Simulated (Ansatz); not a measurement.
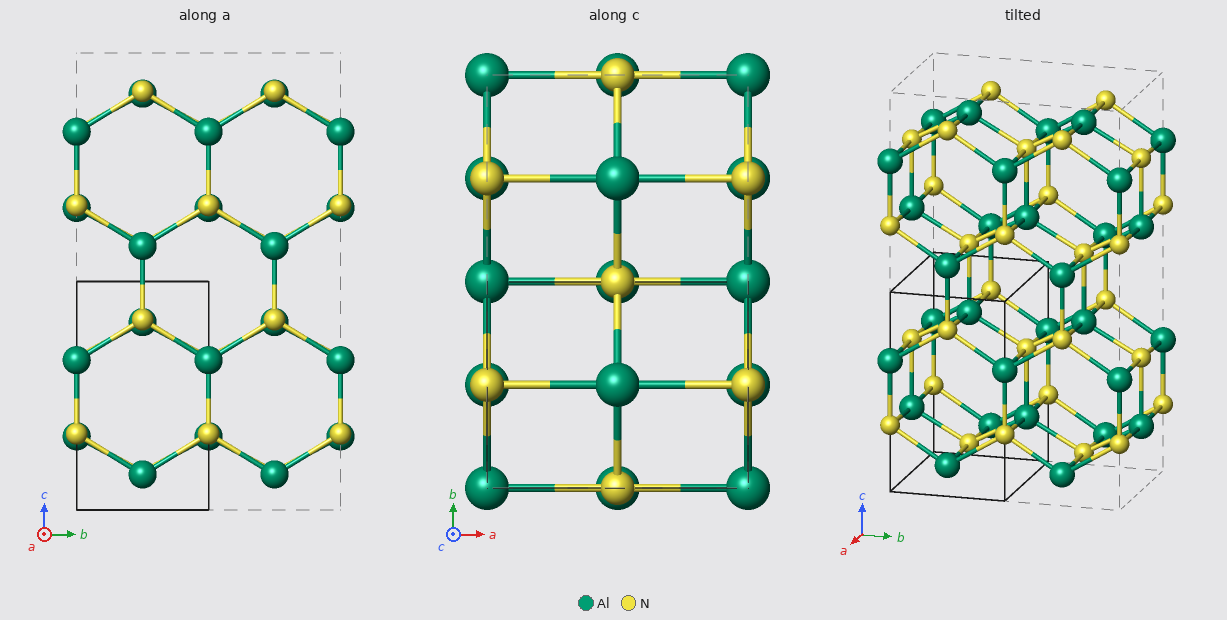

View along the a axis, along the c axis and slightly off an axis, drawn as a ball-and-stick model. A 1×2×2 array of cells is drawn; the conventional unit cell has the solid edges. Cell: a = 4.188 Å, b = 3.312 Å, c = 5.737 Å, α = 90.00°, β = 90.00°, γ = 90.00°.

Formula: AlN. Space group: Amm2 (No. 38). Lattice: base-centred orthorhombic. Counting shared atoms by their share gives 4 Al, 4 N, or 8 atoms. The coordination shell of Al holds five N in a distorted trigonal bipyramidal arrangement at about 1.8 to 2.1 Å. N sits among five Al in a distorted trigonal bipyramidal arrangement at about 1.8 to 2.1 Å. The bonds build a three-dimensional framework.

The cell started as a structure listed in the Materials Project. The cell was then strained or its atoms displaced on purpose. Ansatz was used for an electronic-structure calculation on it.

At this level of theory the cell isn't at rest (forces up to 0.9 eV/Å), so its distances can differ from those at equilibrium, the more so the softer the solid.
